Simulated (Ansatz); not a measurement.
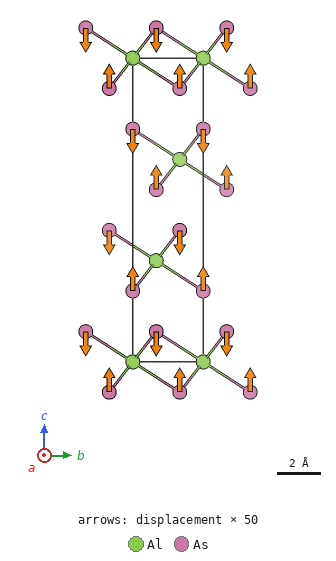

A relaxation of a crystal of AlAs$_{2}$ (built on the cadmium chloride_166 type). The starting structure is drawn; orange arrows show the displacements (the part carried along by the change of the cell is left out), magnified 50 times.

The picture is a ball-and-stick view of the conventional cell (3 times the calculation's cell), seen along the a axis. Lengths and directions refer to the drawn axes.

Case: cadmium chloride type (R-3m, No. 166).

Method: DFT PBE, scalar-relativistic, plane waves, PAW (Ansatz 0.2.0).

The input:
```yaml
crystal:
  lattice:
    - [1.9144617536, 1.1053150088, 4.7639518223]
    - [-1.9144617536, 1.1053150088, 4.7639518223]
    - [0.0, -2.2106300176, 4.7639518223]
  atoms:
    - { symbol: Al, position: [0.0, 0.0, 0.0] }
    - { symbol: As, position: [0.7663849829, 0.7663849829, 0.7663849829] }
    - { symbol: As, position: [0.2336150171, 0.2336150171, 0.2336150171] }
basis:
  ecutwfc: 420
kpoints:
  mp_grid: { grid: [12, 12, 12] }
hamiltonian:
  xc: pbe
scf:
  occupations: { method: gaussian, width: 0.1 }
output:
  forces: true
  stress: true
  eigenvalues: true
relax:
  adjacent_minimum: "off"
  f_tol: 0.01
  max_steps: 80
  cell: { stress_tol: 0.05 }
```

Launched with:
```bash
ansatz run input.yaml --threads 1 --pin off --max-ram 2560MiB --backend cpu --events-out ev --progress --plain --runs-dir out
```

Atoms of which element are displaced furthest, and by how much?

Arsenic: up to 0.024 Å, against 0.000 Å for aluminium.

Describe the change and its energy.

The largest moves relative to the cell, 0.024 Å, are those of As2 and As3. As3 goes along +c. Al stays in place. The drawn cell changes as follows: a = b 3.829 → 3.856 Å (+0.7 %), c 14.292 → 14.156 Å (−1.0 %); the volume changes by +0.4 %. Among the contacts that change: Al1–As2 2.630 → 2.623 Å. The space group stays R-3m (No. 166). The energy falls by 0.7 meV per atom in 3 accepted moves (4 points after the start). Largest force component: 0.075 eV/Å at the start, 0.00082 eV/Å at the end. Pressure: 0.01 GPa at the start and 0.02 GPa at the end. At 1 point the geometry stayed and the basis and grid were re-selected for the new cell (energy shift of less than 0.05 meV per atom at most each time).
